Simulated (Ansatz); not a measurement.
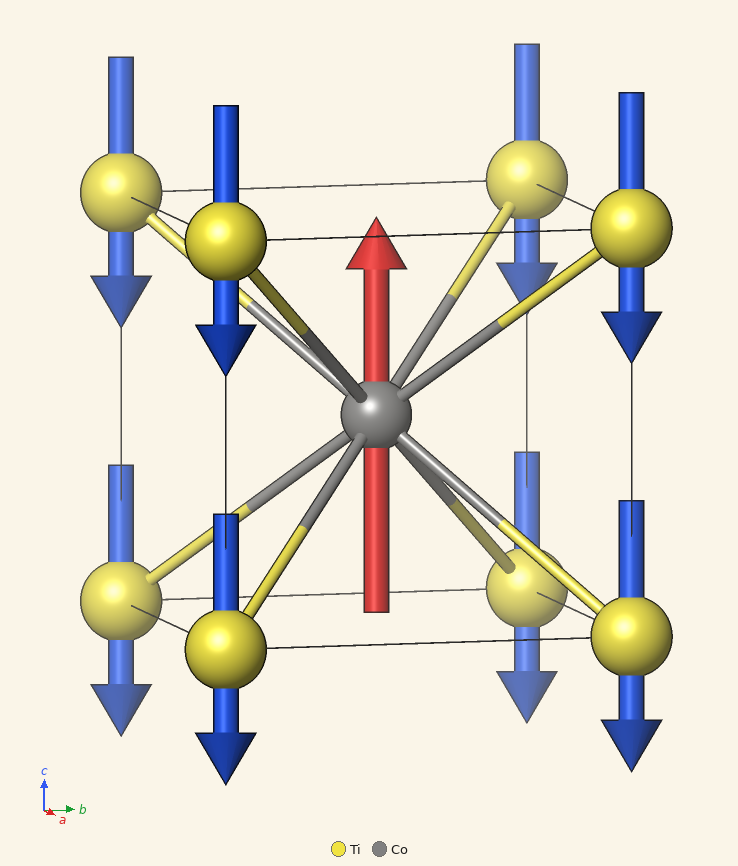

A ball-and-stick rendering, viewed slightly off an axis. The simulation cell is outlined; an atom on or near a face, edge or corner is repeated at each equivalent position. Arrows are the site magnetic moments above 0.25 μB; longer means larger, and red and blue are up and down (without spin-orbit coupling the axis itself is arbitrary).

This is the state reached for TiCo. Theory: DFT r2SCAN, scalar-relativistic, plane waves, PAW in Ansatz. Numerical settings: a basis cut at 500 eV, k-point mesh 12×12×12, Gaussian smearing of 0.05 eV, collinear spins.

Question: How are the moments ordered?

Answer: Ferrimagnetic (within this cell). Site moments: 1 Ti −0.3 μB and 1 Co +1.4 μB. The net spin moment of the whole cell is 0.9 μB, including what lies between the atoms and on sites without an arrow.

The structure was taken from a structure listed in the Materials Project. The cell was then strained or its atoms displaced on purpose. It went into a calculation with Ansatz.
